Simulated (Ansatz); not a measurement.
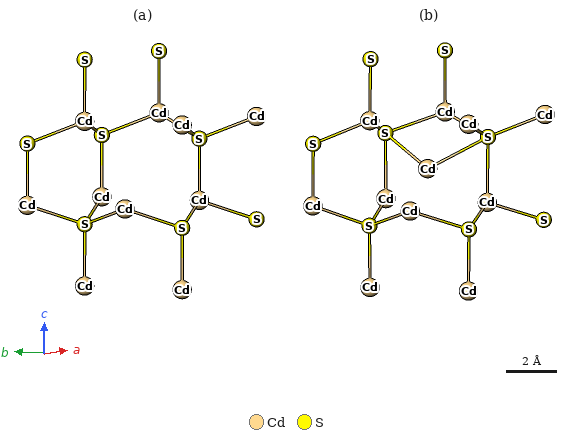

Left: perfect CdS. Right: the same region with one point defect, after relaxing the atoms in a supercell of 96 sites. Style: ball-and-stick. Shown: the atoms within 5.4 Å of one point, in a slice 4.2 Å thick across the line of sight, from a free direction.

These are results of DFT, PBEsol, PAW, plane waves in Ansatz, not measurements. Set-up: plane-wave cutoff 420 eV; k-point mesh 1 × 1 × 1; mesh shifted by (0.25, 0.25, 0.25); no spin polarisation. Fermi-Dirac smearing of 0.01 eV. The axes drawn are those of the host's conventional cell.

Question: What kind of defect was made?

Answer: An extra cadmium atom is put between the host's atoms (an interstitial).

The charge state of the cell is 0.

Question: How does the lattice respond?

Answer: The Cd atom starts with 6 S at 2.69 to 3.18 Å, 6 Cd at 2.69 to 3.17 Å around its place and ends with 6 S at 2.78 to 3.33 Å, 6 Cd at 2.85 to 3.17 Å. Of the host's atoms, a sulfur atom moves furthest from its site, by 0.15 Å. The Cd atom itself moves 0.08 Å from where it was put.
